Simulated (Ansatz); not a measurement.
Geometry relaxation, with input and output: HfO₂ (part 3 of 3)

HfO₂ (12 atoms in the cell); DFT PBEsol, scalar-relativistic, plane waves, PAW, no spin polarisation (Ansatz 0.2.0); cutoff 420 eV, 4×4×4 k-mesh, Gaussian smearing of 0.02 eV. The structure derives from a Materials Project entry.

Geometry of the input (Å; fractional positions):
```
5.0942  0.0000  0.0000
0.0000  5.1506  0.0000
-0.8762  0.0000  5.2030
Hf 0.2761  0.4581  0.7079
Hf 0.7239  0.9581  0.7921
Hf 0.7239  0.5419  0.2921
Hf 0.2761  0.0419  0.2079
O  0.4480  0.7425  0.9786
O  0.5520  0.2425  0.5214
O  0.5520  0.2575  0.0214
O  0.4480  0.7575  0.4786
O  0.0684  0.3308  0.3463
O  0.9316  0.8308  0.1537
O  0.9316  0.6692  0.6537
O  0.0684  0.1692  0.8463
```

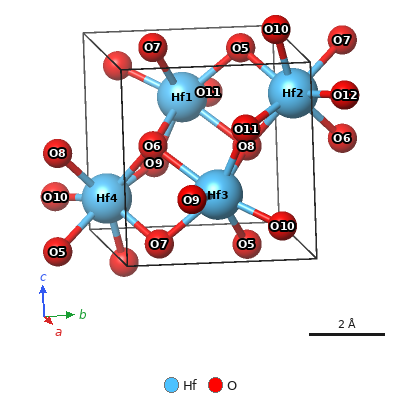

**Figure 1.** The geometry at step 5 of the log (ball-and-stick view of the cell of the calculation, seen slightly off an axis; bonded neighbours outside the cell are drawn too; atoms are numbered from 1 in the order of the input).

## Output, continued
```
  k-point 2: bands = ["-46.0566", "-46.0566", "-46.0432", "-46.0432", "-15.0770", "-15.0770", "-15.0581", "-15.0581", "-14.9440", "-14.9440", "-14.7786", "-14.7786", "-14.7654", "-14.7654", "-14.7151", "-14.7151", "-3.0751", "-3.0751", "-2.3903", "-2.3903", "-1.9345", "-1.9345", "-1.7708", "-1.7708", "4.0392", "4.0392", "4.0580", "4.0580", "4.0635", "4.0635", "4.0721", "4.0721", "4.0752", "4.0752", "4.0813", "4.0813", "4.0874", "4.0874", "4.0909", "4.0909", "4.0956", "4.0956", "4.1000", "4.1000", "4.1154", "4.1154", "4.1348", "4.1348", "4.1424", "4.1424", "4.1495", "4.1495", "9.2544", "9.2544", "9.8111", "9.8111", "9.9966", "9.9966", "10.5538", "10.5538", "10.9097", "10.9097", "11.3321", "11.3321", "11.7490", "11.7490", "12.2042", "12.2042", "12.5693", "12.5693", "13.1772", "13.1772", "13.2918", "13.2918", "13.6842", "13.6842", "18.8622", "18.8622", "19.3774", "19.3774", "20.2914", "20.2914", "20.8983", "20.8983", "21.1046", "21.1046", "21.8651", "21.8651", "22.0853", "22.0853", "22.9264", "22.9264"]
  k-point 29: bands = ["-46.0530", "-46.0530", "-46.0467", "-46.0467", "-15.1964", "-15.1964", "-15.1599", "-15.1599", "-14.8081", "-14.8081", "-14.7472", "-14.7472", "-14.7412", "-14.7412", "-14.6774", "-14.6774", "-3.0177", "-3.0177", "-2.6815", "-2.6815", "-1.7579", "-1.7579", "-1.6993", "-1.6993", "4.0502", "4.0502", "4.0573", "4.0573", "4.0655", "4.0655", "4.0669", "4.0669", "4.0838", "4.0838", "4.0840", "4.0840", "4.0878", "4.0878", "4.0923", "4.0923", "4.0954", "4.0954", "4.0958", "4.0958", "4.1075", "4.1075", "4.1210", "4.1210", "4.1361", "4.1361", "4.1520", "4.1520", "9.5577", "9.5577", "9.7956", "9.7956", "10.1604", "10.1604", "10.5283", "10.5283", "11.2474", "11.2474", "11.3587", "11.3587", "11.8110", "11.8110", "11.8422", "11.8422", "12.5749", "12.5749", "12.9472", "12.9472", "13.0841", "13.0841", "13.4428", "13.4428", "18.6902", "18.6902", "19.3990", "19.3990", "19.8072", "19.8072", "20.2753", "20.2753", "21.2519", "21.2519", "21.2859", "21.2859", "22.4682", "22.4682", "23.3165", "23.3165"]
--- Relaxed structure (7 steps of the walk, 7 accepted, 2 SCFs on fresh bases) ---
  F+E_penalty+E_count = -66901.15211145 eV   max|allowed force component| = 2.766e-4 eV/Å   (the final SCF, on the basis selected at the relaxed cell)
  cell:  # Å, volume = 137.0884 Å³
    - [5.095676237510615, 0.0, -0.0019234324191584019]
    - [0.0, 5.177057181261154, 0.0]
    - [-0.878391690584623, 0.0, 5.196891348577494]
  atoms:
    - { symbol: Hf, position: [0.2771467369193451, 0.45704583295860274, 0.7081795835986715] }
    - { symbol: Hf, position: [0.7228532630806548, 0.9570458329586027, 0.7918204164013285] }
    - { symbol: Hf, position: [0.7228532630806548, 0.5429541670413974, 0.29182041640132844] }
    - { symbol: Hf, position: [0.2771467369193451, 0.04295416704139742, 0.2081795835986715] }
    - { symbol: O, position: [0.4471346447691224, 0.7418166537331659, 0.9799930225071354] }
    - { symbol: O, position: [0.5528653552308774, 0.24181665373316577, 0.5200069774928645] }
    - { symbol: O, position: [0.5528653552308775, 0.2581833462668343, 0.02000697749286478] }
    - { symbol: O, position: [0.44713464476912235, 0.7581833462668344, 0.4799930225071354] }
    - { symbol: O, position: [0.07123487751811816, 0.3373418012270492, 0.3408778811691176] }
    - { symbol: O, position: [0.9287651224818816, 0.8373418012270492, 0.15912211883088234] }
    - { symbol: O, position: [0.9287651224818816, 0.6626581987729508, 0.6591221188308823] }
    - { symbol: O, position: [0.07123487751811815, 0.16265819877295085, 0.8408778811691175] }
```

## Trajectory as extended XYZ (Å, eV, eV/Å), 9 frames, from step=1 to step=9
```
12
Lattice="5.0942 0.0000 0.0000 0.0000 5.1506 0.0000 -0.8762 0.0000 5.2030" Properties=species:S:1:pos:R:3:forces:R:3 step=1 energy=-66901.14327 pressure_GPa=1.68
Hf    0.7864    2.3593    3.6832    0.1510  -0.0279   0.0698
Hf    2.9935    4.9347    4.1212   -0.1510  -0.0279  -0.0698
Hf    3.4316    2.7913    1.5197   -0.1510   0.0279  -0.0698
Hf    1.2245    0.2160    1.0817    0.1510   0.0279   0.0698
O     1.4248    3.8245    5.0915   -0.0229   0.0106   0.0188
O     2.3551    1.2492    2.7129    0.0229   0.0106  -0.0188
O     2.7932    1.3262    0.1115    0.0229  -0.0106  -0.0188
O     1.8629    3.9015    2.4900   -0.0229  -0.0106   0.0188
O     0.0449    1.7036    1.8015   -0.0098   0.0186  -0.0272
O     4.6112    4.2789    0.7999    0.0098   0.0186   0.0272
O     4.1731    3.4470    3.4014    0.0098  -0.0186   0.0272
O    -0.3932    0.8717    4.4030   -0.0098  -0.0186  -0.0272
12
Lattice="5.0992 0.0000 -0.0054 0.0000 5.1695 0.0000 -0.8825 0.0000 5.2155" Properties=species:S:1:pos:R:3:forces:R:3 step=2 energy=-66901.14437 pressure_GPa=-0.33
Hf    0.7875    2.3632    3.6937   -0.0290  -0.0250  -0.0061
Hf    2.9879    4.9480    4.1241    0.0290  -0.0250   0.0061
Hf    3.4292    2.8063    1.5164    0.0290   0.0250   0.0061
Hf    1.2288    0.2215    1.0860   -0.0290   0.0250  -0.0061
O     1.4157    3.8410    5.1008    0.0334  -0.0414   0.0169
O     2.3597    1.2562    2.7171   -0.0334  -0.0414  -0.0169
O     2.8009    1.3285    0.1093   -0.0334   0.0414  -0.0169
O     1.8570    3.9133    2.4931    0.0334   0.0414   0.0169
O     0.0435    1.7152    1.8031    0.0350  -0.0077  -0.0102
O     4.6144    4.3000    0.7992   -0.0350  -0.0077   0.0102
O     4.1731    3.4542    3.4070   -0.0350   0.0077   0.0102
O    -0.3977    0.8695    4.4109    0.0350   0.0077  -0.0102
12
Lattice="5.1008 0.0000 -0.0039 0.0000 5.1683 0.0000 -0.8813 0.0000 5.2111" Properties=species:S:1:pos:R:3:forces:R:3 step=3 energy=-66901.14582 pressure_GPa=-0.12
Hf    0.7882    2.3631    3.6895    0.0021  -0.0179   0.0112
Hf    2.9906    4.9472    4.1232   -0.0021  -0.0179  -0.0112
Hf    3.4313    2.8053    1.5177   -0.0021   0.0179  -0.0112
Hf    1.2288    0.2211    1.0839    0.0021   0.0179   0.0112
O     1.4198    3.8374    5.0984    0.0129  -0.0029   0.0149
O     2.3590    1.2533    2.7143   -0.0129  -0.0029  -0.0149
O     2.7997    1.3309    0.1087   -0.0129   0.0029  -0.0149
O     1.8604    3.9151    2.4928    0.0129   0.0029   0.0149
O     0.0457    1.7160    1.7990    0.0149   0.0094  -0.0075
O     4.6144    4.3002    0.8026   -0.0149   0.0094   0.0075
O     4.1737    3.4523    3.4081   -0.0149  -0.0094   0.0075
O    -0.3949    0.8681    4.4046    0.0149  -0.0094  -0.0075
12
Lattice="5.1003 0.0000 -0.0058 0.0000 5.1724 0.0000 -0.8832 0.0000 5.2012" Properties=species:S:1:pos:R:3:forces:R:3 step=4 energy=-66901.14795 pressure_GPa=-0.04
Hf    0.7884    2.3622    3.6816   -0.0196   0.0144  -0.0070
Hf    2.9872    4.9484    4.1144    0.0196   0.0144   0.0070
Hf    3.4288    2.8101    1.5138    0.0196  -0.0144   0.0070
Hf    1.2300    0.2239    1.0810   -0.0196  -0.0144  -0.0070
O     1.4175    3.8379    5.0958   -0.0101   0.0006  -0.0174
O     2.3581    1.2517    2.7002    0.0101   0.0006   0.0174
O     2.7997    1.3345    0.0996    0.0101  -0.0006   0.0174
O     1.8590    3.9207    2.4952   -0.0101  -0.0006  -0.0174
O     0.0537    1.7342    1.7804    0.0149   0.0021   0.0016
O     4.6051    4.3204    0.8144   -0.0149   0.0021  -0.0016
O     4.1635    3.4381    3.4150   -0.0149  -0.0021  -0.0016
O    -0.3879    0.8519    4.3810    0.0149  -0.0021   0.0016
12
Lattice="5.0949 0.0000 0.0022 0.0000 5.1769 0.0000 -0.8740 0.0000 5.1961" Properties=species:S:1:pos:R:3:forces:R:3 step=5 energy=-66901.14887 pressure_GPa=-0.08
Hf    0.7931    2.3668    3.6796    0.0027  -0.0034   0.0132
Hf    2.9909    4.9553    4.1168   -0.0027  -0.0034  -0.0132
Hf    3.4279    2.8102    1.5187   -0.0027   0.0034  -0.0132
Hf    1.2301    0.2217    1.0816    0.0027   0.0034   0.0132
O     1.4200    3.8397    5.0929    0.0118   0.0010   0.0074
O     2.3639    1.2512    2.7035   -0.0118   0.0010  -0.0074
O     2.8009    1.3373    0.1054   -0.0118  -0.0010  -0.0074
O     1.8570    3.9257    2.4949    0.0118  -0.0010   0.0074
O     0.0684    1.7508    1.7688    0.0008  -0.0070  -0.0029
O     4.5895    4.3393    0.8315   -0.0008  -0.0070   0.0029
O     4.1525    3.4261    3.4296   -0.0008   0.0070   0.0029
O    -0.3686    0.8377    4.3668    0.0008   0.0070  -0.0029
12
Lattice="5.0953 0.0000 -0.0022 0.0000 5.1765 0.0000 -0.8786 0.0000 5.1969" Properties=species:S:1:pos:R:3:forces:R:3 step=6 energy=-66901.14909 pressure_GPa=0.01
Hf    0.7900    2.3657    3.6798   -0.0001   0.0016  -0.0016
Hf    2.9874    4.9539    4.1133    0.0001   0.0016   0.0016
Hf    3.4267    2.8108    1.5149    0.0001  -0.0016   0.0016
Hf    1.2293    0.2225    1.0813   -0.0001  -0.0016  -0.0016
O     1.4172    3.8399    5.0919   -0.0012   0.0017   0.0004
O     2.3601    1.2516    2.7012    0.0012   0.0017  -0.0004
O     2.7995    1.3366    0.1028    0.0012  -0.0017  -0.0004
O     1.8565    3.9249    2.4935   -0.0012  -0.0017   0.0004
O     0.0636    1.7466    1.7710    0.0003  -0.0004   0.0006
O     4.5924    4.3348    0.8252   -0.0003  -0.0004  -0.0006
O     4.1531    3.4299    3.4237   -0.0003   0.0004  -0.0006
O    -0.3757    0.8416    4.3695    0.0003   0.0004   0.0006
12
Lattice="5.0953 0.0000 -0.0022 0.0000 5.1765 0.0000 -0.8786 0.0000 5.1969" Properties=species:S:1:pos:R:3:forces:R:3 step=7 energy=-66901.15210 pressure_GPa=0.05
Hf    0.7900    2.3657    3.6798    0.0002   0.0017  -0.0018
Hf    2.9874    4.9539    4.1133   -0.0002   0.0017   0.0018
Hf    3.4267    2.8108    1.5149   -0.0002  -0.0017   0.0018
Hf    1.2293    0.2225    1.0813    0.0002  -0.0017  -0.0018
O     1.4172    3.8399    5.0919   -0.0013   0.0019   0.0005
O     2.3601    1.2516    2.7012    0.0013   0.0019  -0.0005
O     2.7995    1.3366    0.1028    0.0013  -0.0019  -0.0005
O     1.8565    3.9249    2.4935   -0.0013  -0.0019   0.0005
O     0.0636    1.7466    1.7710    0.0002  -0.0003   0.0007
O     4.5924    4.3348    0.8252   -0.0002  -0.0003  -0.0007
O     4.1531    3.4299    3.4237   -0.0002   0.0003  -0.0007
O    -0.3757    0.8416    4.3695    0.0002   0.0003   0.0007
12
Lattice="5.0957 0.0000 -0.0019 0.0000 5.1771 0.0000 -0.8784 0.0000 5.1969" Properties=species:S:1:pos:R:3:forces:R:3 step=8 energy=-66901.15197 pressure_GPa=0.00
Hf    0.7902    2.3662    3.6798    0.0001   0.0000  -0.0003
Hf    2.9879    4.9547    4.1136   -0.0001   0.0000   0.0003
Hf    3.4271    2.8109    1.5152   -0.0001   0.0000   0.0003
Hf    1.2294    0.2224    1.0814    0.0001   0.0000  -0.0003
O     1.4176    3.8404    5.0921   -0.0003  -0.0001   0.0000
O     2.3605    1.2519    2.7014    0.0003  -0.0001   0.0000
O     2.7996    1.3366    0.1029    0.0003   0.0001   0.0000
O     1.8568    3.9252    2.4936   -0.0003   0.0001   0.0000
O     0.0636    1.7464    1.7714   -0.0001   0.0000   0.0000
O     4.5929    4.3350    0.8252    0.0001   0.0000   0.0000
O     4.1537    3.4306    3.4236    0.0001   0.0000   0.0000
O    -0.3756    0.8421    4.3698   -0.0001   0.0000   0.0000
12
Lattice="5.0957 0.0000 -0.0019 0.0000 5.1771 0.0000 -0.8784 0.0000 5.1969" Properties=species:S:1:pos:R:3:forces:R:3 step=9 energy=-66901.15211 pressure_GPa=0.00
Hf    0.7902    2.3662    3.6798    0.0000   0.0000  -0.0003
Hf    2.9879    4.9547    4.1136    0.0000   0.0000   0.0003
Hf    3.4271    2.8109    1.5152    0.0000   0.0000   0.0003
Hf    1.2294    0.2224    1.0814    0.0000   0.0000  -0.0003
O     1.4176    3.8404    5.0921   -0.0002  -0.0001   0.0000
O     2.3605    1.2519    2.7014    0.0002  -0.0001   0.0000
O     2.7996    1.3366    0.1029    0.0002   0.0001   0.0000
O     1.8568    3.9252    2.4936   -0.0002   0.0001   0.0000
O     0.0636    1.7464    1.7714   -0.0002   0.0000   0.0000
O     4.5929    4.3350    0.8252    0.0002   0.0000   0.0000
O     4.1537    3.4306    3.4236    0.0002   0.0000   0.0000
O    -0.3756    0.8421    4.3698   -0.0002   0.0000   0.0000
```
